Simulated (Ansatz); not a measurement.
## Geometry relaxation of C13H (part 3 of 4)

Continued. System: C13H (slab, 14 atoms in the cell). Method: DFT PBEsol, scalar-relativistic, plane waves, PAW, spin-polarised (Ansatz 0.2.0); cutoff 420 eV, 11×8×1 k-mesh, Gaussian smearing of 0.05 eV, collinear spins. The structure derives from an entry of the Crystallography Open Database. The input holds or restrains some coordinates. It belongs to a series of runs on one base structure; here: CH put at a bridge C-C site.

Geometry of the input (Å; fractional positions):
```
2.5129  0.0000  0.0000
0.0000  3.5538  0.0000
0.0000  0.0000  26.3823
C  0.5000  0.0000  0.3222
C  0.0000  0.2500  0.3222
C  0.0000  0.5000  0.3698
C  0.5000  0.7500  0.3698
C  0.5000  0.0000  0.4174
C  0.0000  0.2500  0.4174
C  0.0000  0.5012  0.4649
C  0.5000  0.7488  0.4649
C  0.5000  0.0098  0.5137
C  0.0000  0.2402  0.5137
C  0.0000  0.5296  0.5537
C  0.5000  0.7204  0.5537
C  0.5000  0.5296  0.6060
H  0.5000  0.5296  0.6477
```

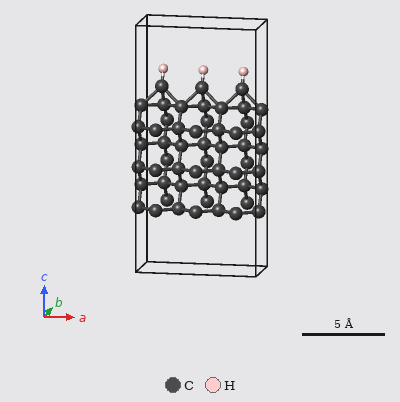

The geometry at step 5 of the log (ball-and-stick view of the 3 × 1 repeat of the cell, with the vacuum cut short, seen slightly off an axis).

What the program printed, continued
```
at 8 of the mixer's solves, the last at iteration 28, it left a direction of its history that read negative out of its fit and stepped the other way along it
SCF 1 converged in 40 iterations: F = -3211.957097 eV  dr2 = 2.28e-6
  greatest PAW one-centre occupation: 0.668 electrons in one spin orbital (limit 2), on the C atom at site 1 (counted from 0), in its partial waves of l = 0
relax step   1: F+E_penalty+E_count = -3211.95709712 eV  Δ(F+E_penalty+E_count) = +0.000e0 eV  max|allowed force component| = 5.374e0 eV/Å  Δτ_max = 0.0000 Å  (40 SCF iters, dr2 threshold 2.25e-5 eV, accepted)
Initial density: handed on by an earlier stage of this run
Starting moments: Σ|m| = 1 μB on 1 of 14 sites; this step starts from the density that it was given
Initial wavefunctions: those handed on with the density
iter 1 solved again at ethr=1.72e-4 eV; its pass at ethr=3.10e-3 eV (dr2=9.09e-2 eV) is discarded
SCF iter   1: F=—  HF=-3212.507567 eV  |F-HF|=—  |Δ(HF+E_count)|=         —  Δρ=4.78e-3 (↑4.47e-3 ↓4.78e-3)  dr2=9.25e-2  dr2_m=1.21e-3  M=0.088 μB ∫|m|=1.369 μB  β_m=1.20  ethr=1.72e-4  p=0.124 e·Å  D=9.50e-2 V/Å  ΔV_dip=-2.51 eV  dr2_dipole=5.40e-5  V_vac-E_F(+/−)=2.75/5.26 eV  ⟨swp⟩=1.9  Hψ=11477  notcnv=0  defer=493
efield: sawtooth ramp at fractional position 0.9649 (handed on by an earlier solve), width 0.0400; the density the first Hamiltonian is built on has a dipole p = 0.124 e·Å; the dipole correction subtracts the counter field D = 9.50e-2 V/Å, which shifts the + side's vacuum level by -2.51 eV against the − side's; the planar-averaged density in the ramp window peaks in size at 1.7e-6 e/Å³
preconditioner: auto → LDOS  [metal: Δε(μ)=0.042 eV  Ē_g=15.145 eV  σ=0.050 eV  W_gap=0.40  n_scr=34 (ndim 8)  ℏωp=17.6 eV  f_vac=0.590  D(μ)=1.29/eV (n_scr^D=8)]
spin=Collinear: LDOS preconditioning applied to the charge; magnetization (m = ρ↑ − ρ↓) channel mixes plain (no charge-response kernel on spin).
SCF iter   2: F=—  HF=-3212.496134 eV  |F-HF|=—  |Δ(HF+E_count)|=   1.14e-2  Δρ=3.09e-3 (↑3.09e-3 ↓3.08e-3)  dr2=4.04e-2  dr2_m=1.40e-5  M=0.092 μB ∫|m|=1.372 μB  β_m=0.52  ethr=1.72e-4  p=0.124 e·Å  D=9.54e-2 V/Å  ΔV_dip=-2.52 eV  dr2_dipole=2.11e-5  V_vac-E_F(+/−)=2.73/5.25 eV  ⟨swp⟩=2.0  Hψ=2418  notcnv=0  defer=493
density mixer auto → msr1: a metal under ldos (density of states about μ 0.54 of a free-electron gas's, 34 screened modes)
SCF iter   3: F=—  HF=-3212.491367 eV  |F-HF|=—  |Δ(HF+E_count)|=   4.77e-3  Δρ=8.23e-4 (↑8.23e-4 ↓8.13e-4)  dr2=2.44e-3  dr2_m=7.23e-4  M=0.093 μB ∫|m|=1.373 μB  β_m=0.70  ethr=7.63e-5  p=0.125 e·Å  D=9.63e-2 V/Å  ΔV_dip=-2.54 eV  dr2_dipole=3.78e-5  V_vac-E_F(+/−)=2.71/5.25 eV  ⟨swp⟩=2.1  Hψ=3588  notcnv=0  defer=493
SCF iter   4: F=—  HF=-3212.492846 eV  |F-HF|=—  |Δ(HF+E_count)|=   1.48e-3  Δρ=3.30e-4 (↑3.30e-4 ↓3.08e-4)  dr2=2.48e-3  dr2_m=4.30e-5  M=0.091 μB ∫|m|=1.372 μB  β_m=0.56  ethr=4.60e-6  p=0.125 e·Å  D=9.60e-2 V/Å  ΔV_dip=-2.53 eV  dr2_dipole=1.71e-6  V_vac-E_F(+/−)=2.73/5.26 eV  ⟨swp⟩=2.6  Hψ=4586  notcnv=0  defer=493
SCF iter   5: F=—  HF=-3212.492482 eV  |F-HF|=—  |Δ(HF+E_count)|=   3.64e-4  Δρ=1.39e-4 (↑1.39e-4 ↓1.39e-4)  dr2=2.25e-4  dr2_m=1.25e-5  M=0.091 μB ∫|m|=1.373 μB  β_m=0.63  ethr=4.60e-6  p=0.126 e·Å  D=9.65e-2 V/Å  ΔV_dip=-2.55 eV  dr2_dipole=1.18e-5  V_vac-E_F(+/−)=2.73/5.27 eV  ⟨swp⟩=2.0  Hψ=2995  notcnv=0  defer=493
iter 6 did not close the SCF: its close was put off for a magnetic moment that had not settled (scf_convergence_deferred on its scf_iter line)
SCF iter   6: F=-3212.492444 eV  HF=-3212.492482 eV  |F-HF|=3.83e-5  |Δ(HF+E_count)|=   2.01e-7  Δρ=8.35e-5 (↑6.45e-5 ↓8.35e-5)  dr2=6.18e-5  dr2_m=4.20e-6  M=0.090 μB ∫|m|=1.373 μB  β_m=0.63  ethr=1.89e-7  p=0.126 e·Å  D=9.64e-2 V/Å  ΔV_dip=-2.54 eV  dr2_dipole=2.10e-6  V_vac-E_F(+/−)=2.72/5.27 eV  ⟨swp⟩=26.2  Hψ=30652  notcnv=0
SCF iter   7: F=-3212.492479 eV  HF=-3212.492488 eV  |F-HF|=9.45e-6  |Δ(HF+E_count)|=   6.12e-6  Δρ=3.65e-5 (↑3.06e-5 ↓3.65e-5)  dr2=1.49e-5  dr2_m=1.38e-7  M=0.090 μB ∫|m|=1.373 μB  ethr=1.17e-7  p=0.126 e·Å  D=9.66e-2 V/Å  ΔV_dip=-2.55 eV  dr2_dipole=5.16e-7  V_vac-E_F(+/−)=2.72/5.27 eV  ⟨swp⟩=19.5  Hψ=25950  notcnv=0
SCF 2 converged in 7 iterations: F = -3212.492479 eV  dr2 = 1.49e-5
[... from here on the iterations of each SCF are left out, up to the last one ...]
relax step   2: F+E_penalty+E_count = -3212.49247867 eV  Δ(F+E_penalty+E_count) = -5.354e-1 eV  max|allowed force component| = 2.483e0 eV/Å  Δτ_max = 0.1982 Å  (7 SCF iters, dr2 threshold 1.00e-4 eV, accepted)
[... from here on the SCF iterations and repeated set-up lines of each step are left out, up to the last step ...]
SCF 3 converged in 8 iterations: F = -3212.748050 eV  dr2 = 1.10e-5
relax step   3: F+E_penalty+E_count = -3212.74804981 eV  Δ(F+E_penalty+E_count) = -2.556e-1 eV  max|allowed force component| = 1.749e0 eV/Å  Δτ_max = 0.2000 Å  (8 SCF iters, dr2 threshold 1.00e-4 eV, accepted)
SCF 4 converged in 7 iterations: F = -3212.823752 eV  dr2 = 1.05e-5
relax step   4: F+E_penalty+E_count = -3212.82375189 eV  Δ(F+E_penalty+E_count) = -7.570e-2 eV  max|allowed force component| = 5.660e-1 eV/Å  Δτ_max = 0.1954 Å  (7 SCF iters, dr2 threshold 1.00e-4 eV, accepted)
SCF 5 converged in 7 iterations: F = -3212.833958 eV  dr2 = 2.42e-6
relax step   5: F+E_penalty+E_count = -3212.83395826 eV  Δ(F+E_penalty+E_count) = -1.021e-2 eV  max|allowed force component| = 1.815e-1 eV/Å  Δτ_max = 0.0552 Å  (7 SCF iters, dr2 threshold 3.35e-5 eV, accepted)
SCF 6 converged in 12 iterations: F = -3212.838286 eV  dr2 = 1.96e-7
relax step   6: F+E_penalty+E_count = -3212.83828619 eV  Δ(F+E_penalty+E_count) = -4.328e-3 eV  max|allowed force component| = 1.449e-1 eV/Å  Δτ_max = 0.0587 Å  (12 SCF iters, dr2 threshold 3.39e-6 eV, accepted)
SCF 7 converged in 10 iterations: F = -3212.840417 eV  dr2 = 3.30e-7
relax step   7: F+E_penalty+E_count = -3212.84041695 eV  Δ(F+E_penalty+E_count) = -2.131e-3 eV  max|allowed force component| = 9.295e-2 eV/Å  Δτ_max = 0.0721 Å  (10 SCF iters, dr2 threshold 2.16e-6 eV, accepted)
SCF 8 converged in 7 iterations: F = -3212.840969 eV  dr2 = 9.44e-8
relax step   8: F+E_penalty+E_count = -3212.84096905 eV  Δ(F+E_penalty+E_count) = -5.521e-4 eV  max|allowed force component| = 3.173e-2 eV/Å  Δτ_max = 0.0072 Å  (7 SCF iters, dr2 threshold 3.55e-6 eV, accepted)
SCF iter   1: F=—  HF=-3212.841002 eV  |F-HF|=—  |Δ(HF+E_count)|=         —  Δρ=5.86e-5 (↑5.71e-5 ↓5.86e-5)  dr2=3.95e-5  dr2_m=1.85e-7  M=-0.006 μB ∫|m|=1.261 μB  β_m=1.20  ethr=4.04e-7  p=0.135 e·Å  D=1.04e-1 V/Å  ΔV_dip=-2.74 eV  dr2_dipole=1.10e-5  V_vac-E_F(+/−)=2.50/5.24 eV  ⟨swp⟩=2.0  Hψ=4967  notcnv=0
efield: sawtooth ramp at fractional position 0.9649 (handed on by an earlier solve), width 0.0400; the density the first Hamiltonian is built on has a dipole p = 0.135 e·Å; the dipole correction subtracts the counter field D = 1.04e-1 V/Å, which shifts the + side's vacuum level by -2.74 eV against the − side's; the planar-averaged density in the ramp window peaks in size at 1.4e-6 e/Å³
preconditioner: auto → LDOS  [metal: Δε(μ)=0.017 eV  Ē_g=15.273 eV  σ=0.050 eV  W_gap=0.19  n_scr=34 (ndim 8)  ℏωp=17.6 eV  f_vac=0.595  D(μ)=1.50/eV (n_scr^D=8)]
spin=Collinear: LDOS preconditioning applied to the charge; magnetization (m = ρ↑ − ρ↓) channel mixes plain (no charge-response kernel on spin).
SCF iter   2: F=—  HF=-3212.841016 eV  |F-HF|=—  |Δ(HF+E_count)|=   1.46e-5  Δρ=3.54e-5 (↑3.53e-5 ↓3.54e-5)  dr2=2.24e-5  dr2_m=7.88e-9  M=-0.006 μB ∫|m|=1.261 μB  β_m=0.47  ethr=7.45e-8  p=0.135 e·Å  D=1.04e-1 V/Å  ΔV_dip=-2.74 eV  dr2_dipole=8.22e-6  V_vac-E_F(+/−)=2.50/5.24 eV  ⟨swp⟩=2.1  Hψ=3584  notcnv=0
density mixer auto → msr1: a metal under ldos (density of states about μ 0.49 of a free-electron gas's, 34 screened modes)
SCF iter   3: F=—  HF=-3212.841014 eV  |F-HF|=—  |Δ(HF+E_count)|=   2.54e-6  Δρ=1.12e-5 (↑1.08e-5 ↓1.12e-5)  dr2=2.31e-6  dr2_m=1.42e-7  M=-0.006 μB ∫|m|=1.261 μB  β_m=0.50  ethr=4.22e-8  p=0.136 e·Å  D=1.04e-1 V/Å  ΔV_dip=-2.75 eV  dr2_dipole=1.01e-6  V_vac-E_F(+/−)=2.49/5.24 eV  ⟨swp⟩=1.8  Hψ=2716  notcnv=0
SCF iter   4: F=—  HF=-3212.841014 eV  |F-HF|=—  |Δ(HF+E_count)|=   3.32e-7  Δρ=7.33e-6 (↑7.11e-6 ↓7.33e-6)  dr2=1.36e-7  dr2_m=9.75e-8  M=-0.006 μB ∫|m|=1.261 μB  β_m=0.53  ethr=4.37e-9  p=0.136 e·Å  D=1.04e-1 V/Å  ΔV_dip=-2.75 eV  dr2_dipole=1.22e-8  V_vac-E_F(+/−)=2.49/5.24 eV  ⟨swp⟩=2.3  Hψ=3320  notcnv=0
SCF iter   5: F=—  HF=-3212.841014 eV  |F-HF|=—  |Δ(HF+E_count)|=   2.62e-7  Δρ=4.44e-6 (↑4.44e-6 ↓4.28e-6)  dr2=1.21e-7  dr2_m=3.76e-8  M=-0.006 μB ∫|m|=1.261 μB  β_m=0.70  ethr=1.89e-10  p=0.136 e·Å  D=1.04e-1 V/Å  ΔV_dip=-2.75 eV  dr2_dipole=4.44e-8  V_vac-E_F(+/−)=2.49/5.24 eV  ⟨swp⟩=16.3  Hψ=20989  notcnv=0
iter 6 did not close the SCF: its close was put off for a magnetic moment that had not settled (scf_convergence_deferred on its scf_iter line)
SCF iter   6: F=-3212.841014 eV  HF=-3212.841014 eV  |F-HF|=1.04e-7  |Δ(HF+E_count)|=   1.17e-7  Δρ=2.53e-6 (↑2.53e-6 ↓2.51e-6)  dr2=9.45e-8  dr2_m=9.43e-9  M=-0.006 μB ∫|m|=1.261 μB  β_m=0.69  ethr=1.89e-10  p=0.136 e·Å  D=1.04e-1 V/Å  ΔV_dip=-2.75 eV  dr2_dipole=3.20e-8  V_vac-E_F(+/−)=2.49/5.24 eV  ⟨swp⟩=13.2  Hψ=19667  notcnv=0
SCF iter   7: F=-3212.841014 eV  HF=-3212.841014 eV  |F-HF|=4.08e-9  |Δ(HF+E_count)|=  7.13e-10  Δρ=7.03e-7 (↑7.03e-7 ↓6.45e-7)  dr2=8.47e-9  dr2_m=2.92e-10  M=-0.006 μB ∫|m|=1.262 μB  ethr=1.78e-10  p=0.136 e·Å  D=1.04e-1 V/Å  ΔV_dip=-2.75 eV  dr2_dipole=2.18e-9  V_vac-E_F(+/−)=2.49/5.24 eV  ⟨swp⟩=11.1  Hψ=18571  notcnv=0
SCF 9 converged in 7 iterations: F = -3212.841014 eV  dr2 = 8.47e-9
relax step   9: F+E_penalty+E_count = -3212.84101438 eV  Δ(F+E_penalty+E_count) = -4.533e-5 eV  max|allowed force component| = 1.024e-2 eV/Å  Δτ_max = 0.0014 Å  (7 SCF iters, accepted)
WARN: The output density's exchange-correlation potential varies sharply where the density is thin. Do not read a vacuum level from v_tot or v_xc, or from such a field of the output density. On a cell that repeats whose density bears no net charge and no dipole along the vacuum's axis use v_es (v_loc + v_h of the components); under efield.dipole_correction with no amplitude use v_es + v_field, which holds any external_charges[].barrier, or the levels of the report's work_function block, which leave it out; under a non-zero efield.amplitude the vacuum is tilted and has no level; on a cell that repeats and bears such a dipole with no correction it is tilted too, and efield.dipole_correction with no amplitude gives each side of its ramp a level where efield: is served; in a cell that repeats whose density bears a net charge (total_charge, or a fill off its count) it is curved and has none; of a slab under crystal.periodic whose density bears no net charge use v_es, which has a level on each side, short of where the two are joined; of another it falls or rises all the way out and has none; of a slab beside external_charges read slab_vacuum_level instead, which it has where they leave it neutral. The grid or the basis barely resolves most such structure, and the values can differ between equally converged runs; as a rule a tighter scf.convergence.dr2_threshold does not remove it. Where the density itself ripples (under the LDA too) a higher basis.ecutwfc lessens it. The files hold the spikes' plane waves up to the density's cutoff. Files: v_tot_of_output_density and the like, and their columns of v_z.tsv (output.write_potential); v_xc_of_output_density and the like, and their columns of v_comp_z.tsv (output.write_potential_components). Measured: with its Gaussian average of σ = 0.25 Å subtracted twice, the exchange-correlation potential is over 0.1 eV at 1996 of the grid points where the equally averaged density (valence and model cores) is under 1e-3 e/Å³, and 0.570 eV at the most among them, at an averaged density of 4.3e-8 e/Å³. The input density's (outcome.potential() and, of a run that writes arrays, v_tot and v_xc) is over 0.1 eV, so measured, at 98 points of its own thin density, 0.318 eV at the most. See output.write_potential in the manual, Limitations
SCF converged after 7 iterations
Magnetization: -0.0062 μB (26.4969 up, 26.5031 down)
Absolute magnetization: 1.2614 μB (∫|ρ↑−ρ↓|, with the PAW one-centre terms)
Spin contamination: 0.5203 ħ² per cell (⟨S²⟩ above its minimum at these occupations)
Per-site moments (μB) at R_I (Å): [(0.25635595935353556, 0.6347733710117185), (-0.2574348590742087, 0.6347733710117185), (0.02959613247694146, 0.6347733710117184), (-0.029737758004295067, 0.6347733710117184), (0.01769076308587764, 0.6334636964246544), (-0.017573759302109686, 0.6347733710117185), (8.201016774053366e-5, 0.6334730756354305), (5.437724134642946e-6, 0.6334636964246544), (0.0015342502765738832, 0.6059663427888958), (-0.0014917228559873145, 0.613111661138526), (0.00022120828184167687, 0.613111661138526), (-0.0005204990826211678, 0.5989352720538931), (-0.0005827127874352354, 0.45519494596548277), (-1.728405296523678e-5, 0.45519494596548277)]
Free energy (F): -3212.841014 eV
Harris-Foulkes:  -3212.841014 eV  (|F-HF|=4.08e-9)
Internal energy: -3212.839148 eV  (E = F + TS)
E sigma→0 (E₀):  -3212.840081 eV
Entropy (-TS):   -0.001866 eV (-0.133 meV/atom)
Fermi energy:    1.937230 eV
Dipole field:    D = 0.104084 V/Å  (p = 0.135521 e·Å, saw-weighted, corrected)
Work function:   Φ+ = 2.4951 eV   Φ− = 5.2412 eV
Levels:          The Fermi level and band energies are counted from a zero that moves with the ramp; work functions are not
--- Per-component energies (eV) ---
  E_band       = -415.830220
  E_kinetic    = 1198.404562
  E_local      = -58889.551612  (includes V_loc(G=0)·N_el)
  E_nonlocal   = 350.135935
  E_hartree    = 28897.730047
  E_xc         = -631.938897
  E_vxc        = -786.786050  (∫ρ·V_xc dr)
  E_paw        = -1238.924388  (= ΣΔE_a)
  E_vpaw       = -87.632570  (= ΣTr[D̂ρ^β])
  E_aug_tail   = -0.001166  (compensation charges beyond the density's cutoff)
  E_efield     = 0.007053  (sawtooth field / dipole correction)
  E_vefield    = 4.136361  (∫n·V_field dr)
  E_ewald      = 27101.025012
  E_core_change = 0.274307  (= ΣΔE_core)
  E_smearing   = -0.001866  (= −TS)
  E_closure    = 0.000000  (closes the sum)
  Σ components = -3212.841014   (vs F -3212.841014, Δ=0.00e0)
--- Forces (eV/Å), atoms counted from 1 ---
  atom   1  C      0.00000000     4.00987240     1.07304268
  atom   2  C      0.00000000    -4.01512166     1.07075207
  atom   3  C      0.00000000     0.92401520    -1.05281330
  atom   4  C      0.00000000    -0.91269897    -1.10081114
  atom   5  C      0.00000000     0.33653633    -0.07069455
  atom   6  C      0.00000000    -0.34293220     0.08052983
  atom   7  C      0.00000000    -0.00031488    -0.00078926
  atom   8  C      0.00000000     0.00166249    -0.00241980
  atom   9  C      0.00000000    -0.00177208     0.00221300
  atom  10  C      0.00000000    -0.00044076     0.00239839
  atom  11  C      0.00000000    -0.00365893     0.00551347
  atom  12  C      0.00000000    -0.00264221    -0.00545532
  atom  13  C      0.00000000     0.01023990    -0.00812239
  atom  14  H      0.00000000    -0.00275402     0.00663972
  max |Σ_I F_I| component: 1.66e-5 eV/Å
--- Band table (eV; the first three rows and the last of 60) ---
  k-point 0 ↑: bands = ["-20.8370", "-19.6469", "-17.9091", "-15.7750", "-13.2623", "-11.8682", "-11.7813", "-10.5865", "-10.4250", "-8.4674", "-8.0587", "-7.8768", "-6.3348", "-5.9242", "-5.7582", "-5.2705", "-4.7557", "-3.4124", "-3.3696", "-2.8898", "-1.8833", "-1.1446", "-0.4313", "-0.3013", "0.6929", "1.1256", "3.4063", "3.5939", "4.1317", "4.9320", "5.3212", "5.4937", "5.9625", "6.1702", "6.7028", "6.8217", "7.0965", "7.2893", "7.7686", "8.0623", "8.1997"]
  k-point 1 ↑: bands = ["-20.7056", "-19.5261", "-17.8189", "-15.7435", "-13.8946", "-13.0843", "-11.7619", "-10.0917", "-9.6945", "-9.4325", "-7.4941", "-7.2386", "-6.7071", "-5.8088", "-5.3918", "-4.9142", "-4.6477", "-3.5880", "-3.3192", "-2.6058", "-1.9327", "-1.4401", "-0.6423", "-0.0065", "0.3176", "0.9930", "3.1272", "3.7719", "4.1245", "5.0850", "5.2061", "5.5015", "5.9523", "6.3457", "6.9118", "7.2466", "7.3993", "7.4309", "8.0150", "8.2415", "8.3183"]
  k-point 2 ↑: bands = ["-20.3236", "-19.1796", "-17.5830", "-15.8490", "-15.2171", "-14.0353", "-12.1230", "-11.0346", "-9.3096", "-8.3895", "-8.1059", "-6.5781", "-5.6116", "-5.4814", "-4.9602", "-4.4823", "-4.3372", "-3.3697", "-3.1993", "-2.5572", "-2.0957", "-1.4417", "-1.2255", "-0.4295", "0.0495", "0.7749", "2.5700", "4.0283", "4.2395", "5.0433", "5.2955", "5.7337", "6.1331", "6.9161", "7.1890", "7.5212", "7.9298", "8.1914", "8.6222", "8.6857", "8.9173"]
  k-point 29 ↓: bands = ["-16.0948", "-15.0192", "-14.6953", "-13.8608", "-13.4635", "-12.6980", "-12.2321", "-11.9209", "-11.5474", "-11.2795", "-10.4461", "-9.9616", "-8.7162", "-7.7941", "-7.3203", "-6.8362", "-6.6537", "-5.2296", "-5.1619", "-4.5184", "-4.1653", "-3.0013", "-2.7897", "-2.4473", "-1.9806", "0.7070", "1.8483", "2.3288", "5.0971", "8.1995", "9.0068", "9.1158", "9.2759", "9.5963", "9.8387", "9.9397", "10.1468", "10.2400", "10.7857", "10.8514", "11.0865"]
--- Relaxed structure (9 steps of the walk, 9 accepted, 0 SCFs on fresh bases) ---
  F+E_penalty+E_count = -3212.84101438 eV   max|allowed force component| = 1.024e-2 eV/Å
  atoms:
    - { symbol: C, position: [0.5, 0.0, 0.3221856283] }
    - { symbol: C, position: [0.0, 0.25, 0.3221856283] }
    - { symbol: C, position: [0.0, 0.5, 0.3698107782] }
    - { symbol: C, position: [0.5, 0.75, 0.3698107782] }
    - { symbol: C, position: [0.5, 0.0, 0.4174359281] }
    - { symbol: C, position: [0.0, 0.25, 0.4174359281] }
    - { symbol: C, position: [0.0, 0.500867279606019, 0.46514435371629076] }
    - { symbol: C, position: [0.5, 0.7493180633711265, 0.46484832009446264] }
    - { symbol: C, position: [0.5, 0.005889681010816731, 0.5123296249593293] }
    - { symbol: C, position: [0.0, 0.2426393055098267, 0.5127941462083401] }
    - { symbol: C, position: [0.0, 0.4888534053571699, 0.5583353554835091] }
    - { symbol: C, position: [0.5, 0.7424083597474979, 0.5552336524487289] }
    - { symbol: C, position: [0.5, 0.5290643160419704, 0.6021699598605984] }
    - { symbol: H, position: [0.5, 0.6317391090392798, 0.6416445212392251] }
--- Löwdin populations: 14 sites ---
  site symbol       q [e]    m [muB]
     0      C      3.9853     0.6494
     1      C      3.9850    -0.6517
     2      C      3.9663     0.0658
     3      C      3.9663    -0.0661
     4      C      3.9889     0.0305
     5      C      3.9883    -0.0303
     6      C      3.9880     0.0013
     7      C      3.9837    -0.0013
     8      C      3.9753     0.0028
     9      C      3.9647    -0.0026
    10      C      3.8686     0.0006
    11      C      4.0091    -0.0013
    12      C      4.2069    -0.0029
    13      H      0.7992    -0.0000
  spilling = 0.006119 (of n_electrons = 53.000000)
```
